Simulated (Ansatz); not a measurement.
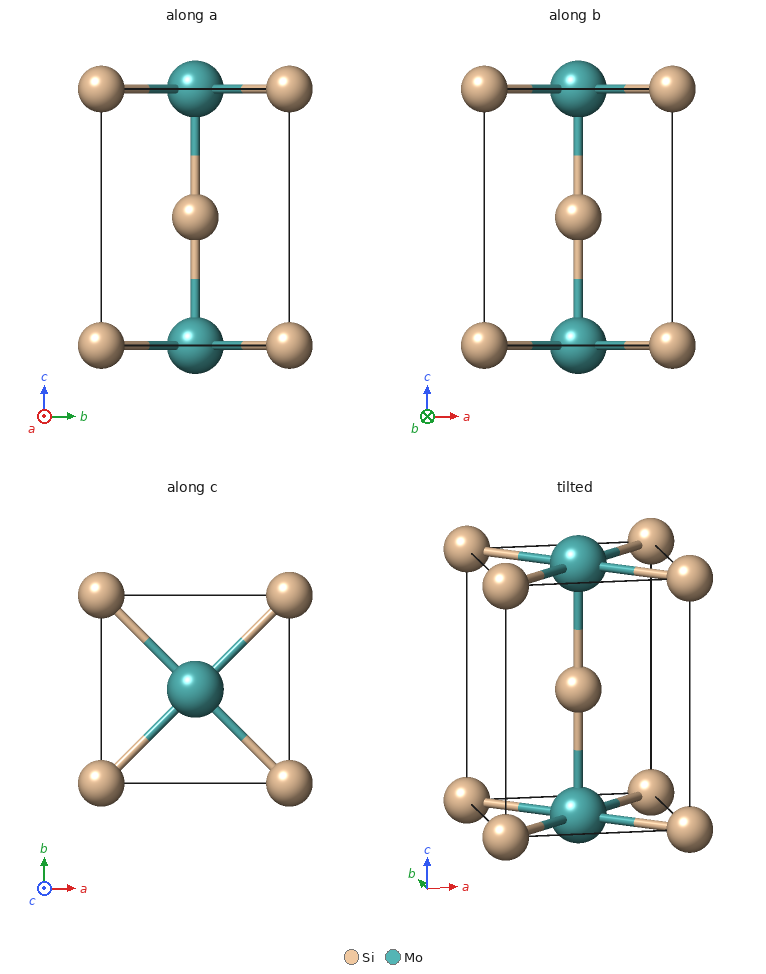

A ball-and-stick rendering, viewed along the a axis, along the b axis, along the c axis and slightly off an axis. Atoms at the boundary of the conventional unit cell (the box) are drawn once for each face, edge or corner they touch.

Lattice parameters: a = 3.4869 Å, b = 3.4869 Å, c = 4.7532 Å, α = 90.000°, β = 90.000°, γ = 90.000°.

### Record the structure as a CIF in P1 with every atom of the cell.

```cif
data_structure
_symmetry_space_group_name_H-M 'P 1'
_symmetry_Int_Tables_number 1
_cell_length_a 3.4869
_cell_length_b 3.4869
_cell_length_c 4.7532
_cell_angle_alpha 90.000
_cell_angle_beta 90.000
_cell_angle_gamma 90.000
_cell_volume 57.79
loop_
_atom_site_label
_atom_site_type_symbol
_atom_site_fract_x
_atom_site_fract_y
_atom_site_fract_z
_atom_site_occupancy
Si1 Si 0.0000 0.0000 0.0000 1
Si2 Si 0.5000 0.5000 0.5000 1
Mo1 Mo 0.5000 0.5000 0.0000 1
```

Its origin is a random cell made by a generator, so it need not be a real form of the compound. Earlier steps of the study may have refined or changed the cell and positions. An electronic-structure calculation with Ansatz was run on it.
